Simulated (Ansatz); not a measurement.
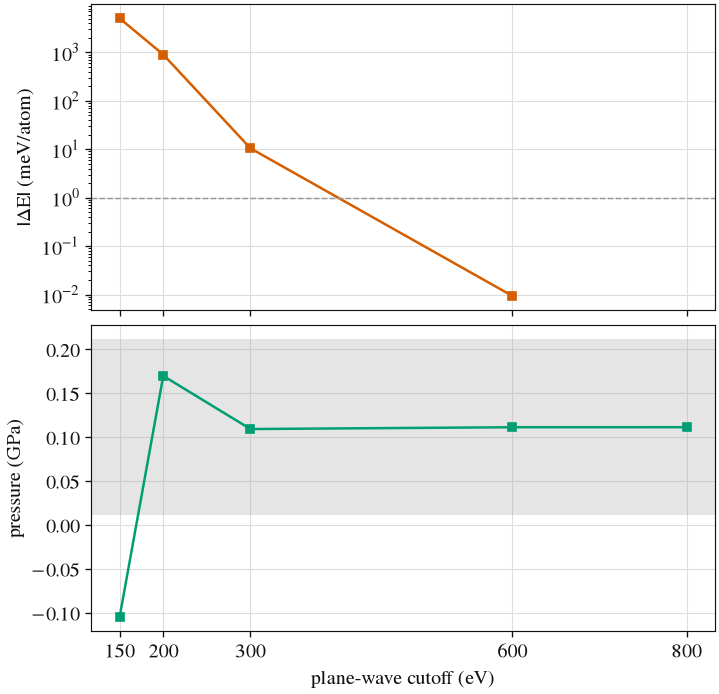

One cell, run at 5 values of the plane-wave cutoff (density cutoff scaled with it).
The run: K (Im-3m, 1 atom in the cell), by DFT, PBE, PAW with Ansatz's default frozen-core files, scalar-relativistic (Ansatz 0.2.0); 10×10×10 k-mesh, Fermi–Dirac smearing of 0.08 eV.
ΔE is the free energy less its value at the largest setting, 800 eV.
Dashed lines or grey bands mark the tolerance: 1 meV/atom and 0.1 GPa.
The pressure holds the program's Pulay correction for the finite basis; without it, low cutoffs would be much further off.

### What is enough for the free energy to 1 meV/atom?

The free energy is within 1 meV/atom of the largest setting's value from 600 eV on. It is off by 5000 meV/atom at 150 eV, 900 meV/atom at 200 eV and 10 meV/atom at 300 eV (always above it). The smaller bases give higher energies, which fall towards the limit as the basis grows.

### And the pressure, to 0.1 GPa?

The pressure is within 0.1 GPa of the largest setting's value from 200 eV on. It is −0.10 GPa at 150 eV and 0.11 GPa at 800 eV.
